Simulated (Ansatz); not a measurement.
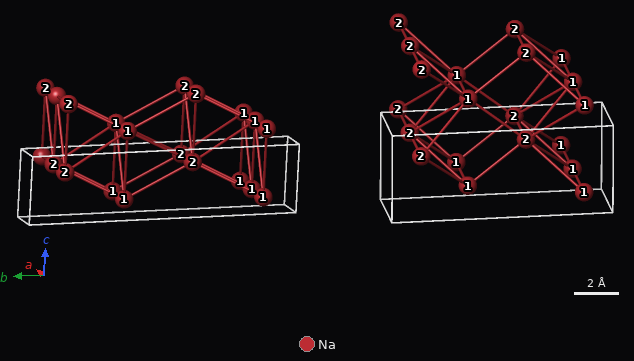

Two geometries of a crystal of Na (built on the Ga_15 type), drawn at one scale. One is the start of a relaxation, the other its converged end. The picture is a ball-and-stick view of the conventional cell (2 times the calculation's cell), repeated 2 × 1 × 2 with one cell outlined, seen from a free direction. Lengths and directions refer to the drawn axes.

The calculation used DFT PBE, scalar-relativistic, plane waves, PAW (Ansatz 0.2.0). Set-up: plane-wave cutoff 420 eV; k-point mesh 16 × 16 × 14; occupations gaussian; smearing width 0.1 eV; no spin polarisation; cell and atoms relaxed; force threshold 0.01 eV/Å; at most 80 steps.

**Which one is relaxed?**

The left one is the relaxed one. Case: Ga type (C2/c, No. 15). After 14 accepted moves (16 points after the start) the energy has fallen by 53.0 meV per atom. Largest force component: 0.045 eV/Å at the start, 0.0019 eV/Å at the end. Pressure: 0.08 GPa at the start and 0.01 GPa at the end. At 2 points the geometry stayed and the basis and grid were re-selected for the new cell (energy shift of 4.8 meV per atom at most each time). The largest moves relative to the cell, 0.071 Å, are those of Na1 and Na2. Na1 goes along −b. The volume changes by −2.3 %, with a 3.513 → 3.615 Å (+2.9 %), b 10.227 → 12.343 Å (+20.7 %), c 4.232 → 3.772 Å (−10.9 %), β 92.0° → 118.2°. Some distances before and after: Na1–Na1 5.403 → 3.797 Å, Na1–Na2 3.708 → 4.418 Å, Na1–Na1 (another image) 4.232 → 3.772 Å, Na1–Na2 (another image) 3.414 → 3.622 Å. Among the angles between lasting bonds that change: Na2–Na1–Na2 96.0° → 63.3°, Na2–Na1–Na2 100.1° → 125.3°, Na2–Na1–Na2 76.6° → 62.7°. The space group stays C2/c (No. 15).
